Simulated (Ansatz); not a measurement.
Structure data:

```
CELL_PARAMETERS angstrom
4.40317 0.00000 0.00000
0.00000 2.20159 -2.20159
0.00000 10.84740 10.84740
ATOMIC_POSITIONS crystal
Al 0.00000 0.00000 0.34778
Al 0.50000 0.50000 0.44926
Al 0.00000 0.00000 0.55074
Al 0.50000 0.50000 0.65222
Al 0.00000 0.00000 0.75370
Al 0.50000 0.50000 0.24630
N 0.75000 0.00000 0.44926
N 0.25000 0.50000 0.55074
N 0.75000 0.00000 0.65222
N 0.25000 0.50000 0.75370
N 0.75000 0.00000 0.24630
N 0.25000 0.50000 0.34778
```

### Summarise the structure in words.

Formula: AlN. The cell comprises 6 formula units: 6 Al, 6 N. Al takes three kinds of site: two a cell with four N in a tetrahedral arrangement at 1.91 Å; two a cell with four N in a tetrahedral arrangement at 1.91 Å; two a cell with three N in a trigonal pyramidal arrangement at 1.91 Å. N takes three kinds of site: two a cell with four Al in a tetrahedral arrangement at 1.91 Å; two a cell with four Al in a tetrahedral arrangement at 1.91 Å; two a cell with three Al in a trigonal pyramidal arrangement at 1.91 Å. The bonds build AlN layers parallel to (001).

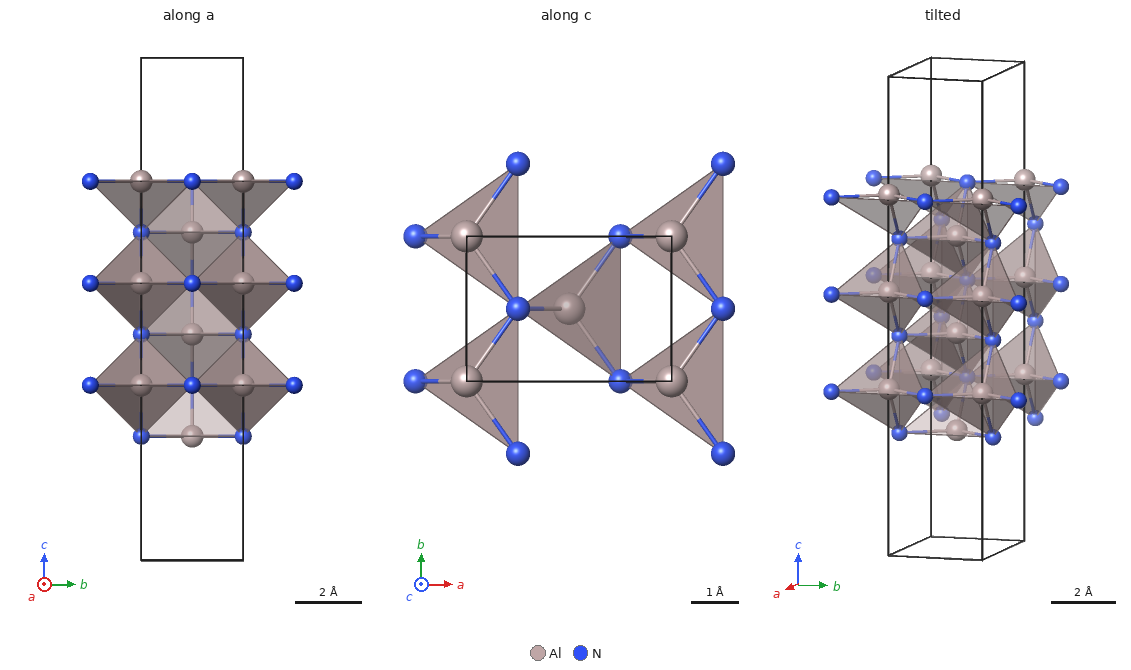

Drawn in the polyhedral manner and seen along the a axis, along the c axis and slightly off an axis. The wireframe shows the simulation cell. A few atoms beyond the faces are included. Colours: aluminium light grey, nitrogen blue.

Provenance: a structure listed in the Materials Project. The cell was then strained or its atoms displaced on purpose. Ansatz was used for an electronic-structure calculation on it.

At this level of theory the run's own cell isn't at rest (forces up to 3.1 eV/Å), so its distances can differ from those at equilibrium, the more so the softer the solid.
